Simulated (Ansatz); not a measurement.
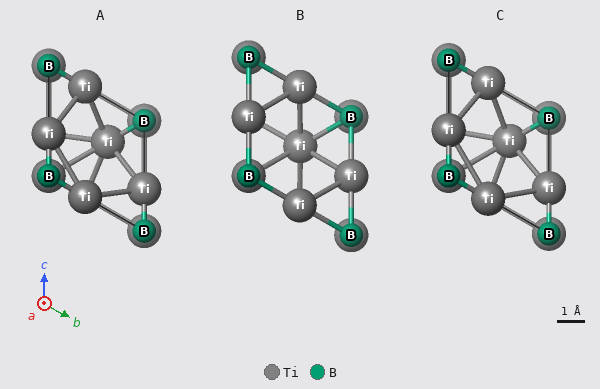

3 geometries from one relaxation of a crystal of Ti4B (a generated structure, set up in I-43m) (coarse preliminary run), in shuffled order. A ball-and-stick model of the cell of the calculation, seen along the a axis.

Theory: DFT PBE, scalar-relativistic, plane waves, PAW in Ansatz. (plane-wave cutoff 420 eV; k-point mesh 6 × 6 × 6; occupations gaussian; smearing width 0.1 eV; no spin polarisation; cell and atoms relaxed; force threshold 0.04 eV/Å; at most 70 steps)

Put them in the order of the run, from the start to the converged end.

Answer. A, C, B. They are steps 0, 1, 6, at +1976 meV per atom, +955 meV per atom relative to the last. Over 5 accepted moves (6 points after the start) the energy falls by 1976 meV per atom. Largest force component: 6.1 eV/Å at the start, under 0.0001 eV/Å at the end. Pressure: 77.05 GPa at the start and 0.38 GPa at the end. At 1 point the geometry stayed and the basis and grid were re-selected for the new cell (energy shift of 3.4 meV per atom at most each time). The largest moves relative to the cell, 0.54 Å, are those of Ti atoms. B stays in place. The volume changes by +23.9 %, with a = b = c 4.356 → 4.678 Å (+7.4 %). Near-neighbour distances that change, for instance: Ti–Ti 2.713 → 3.798 Å, B–Ti 1.661 → 2.326 Å, B–Ti 2.694 → 2.352 Å, Ti–Ti 2.652 → 2.701 Å. Bonds break: Ti–Ti (2.71 → 3.80 Å). The space group stays I-43m (No. 217). Cost: 29 s on 1 thread of Intel(R) Xeon(R) Processor @ 2.70GHz, with other jobs on the host, peak memory 0.37 GiB.
